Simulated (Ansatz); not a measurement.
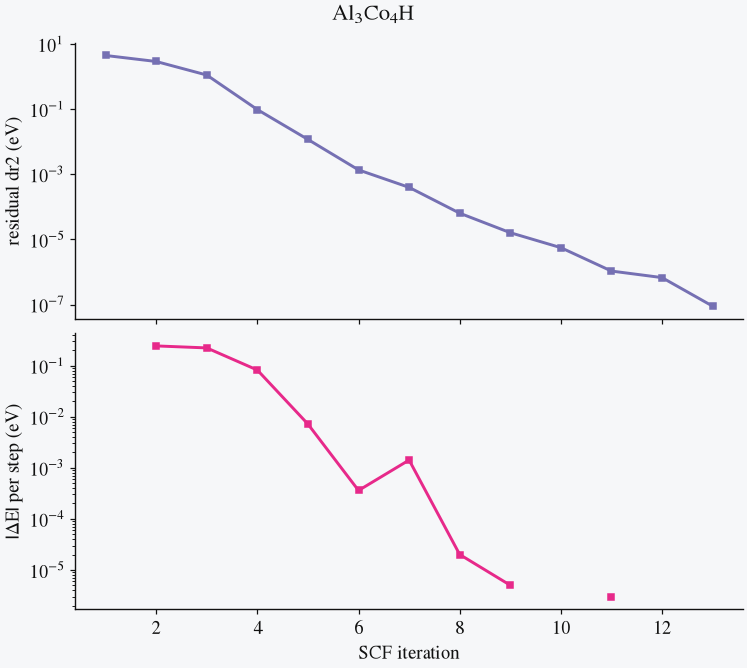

The plot shows the SCF iterations of a calculation: density residual dr2, step-to-step change of the Harris–Foulkes energy. Energy differences below 3 × 10⁻⁶ eV aren't drawn. The starting density is a sum of atomic densities corrected by a trained network.

Al3Co4H (slab, 8 atoms in the cell), run with Ansatz.

```
crystal:
  lattice:
    - [2.822585536, 0.0, 0.0]
    - [0.0, 2.822585536, 0.0]
    - [0.0, 0.0, 27.4677566081]
  atoms:
    - { symbol: Co, position: [0.5, 0.5, 0.3094537396] }
    - { symbol: Al, position: [0.0, 0.0, 0.3608337189] }
    - { symbol: Co, position: [0.5, 0.5, 0.4122136983] }
    - { symbol: Al, position: [0.0, 0.0, 0.4635601249] }
    - { symbol: Co, position: [0.5, 0.5, 0.5142211323] }
    - { symbol: Al, position: [0.0, 0.0, 0.5678158242] }
    - { symbol: Co, position: [0.5, 0.5, 0.6162705279] }
    - { symbol: H, position: [0.0, 0.5, 0.6463435686] }
basis:
  ecutwfc: 420
kpoints:
  mp_grid: { grid: [10, 9, 2] }
hamiltonian:
  xc: pbesol
scf:
  occupations: { method: gaussian, width: 0.1 }
  max_iter: 100
output:
  forces: true
  eigenvalues: true
efield:
  axis: 3
  dipole_correction: true
  ramp_width: 0.04
```

Launched with:
```bash
ansatz run input.yaml --threads 2 --pin off --max-ram 5120MiB --backend cpu --events-out ev --progress --plain --runs-dir out
```

### Did the calculation converge?

The run converged; it took 13 iterations. The residual falls at every step.

### Read the residual at the first and at the last step drawn.

It starts near 4 and ends near 9 × 10⁻⁸ eV.

### Is anything amiss with this input?

The input holds an odd setting (a mesh that breaks the symmetry). The SCF closed; whether the result suffers can't be told from this run alone.
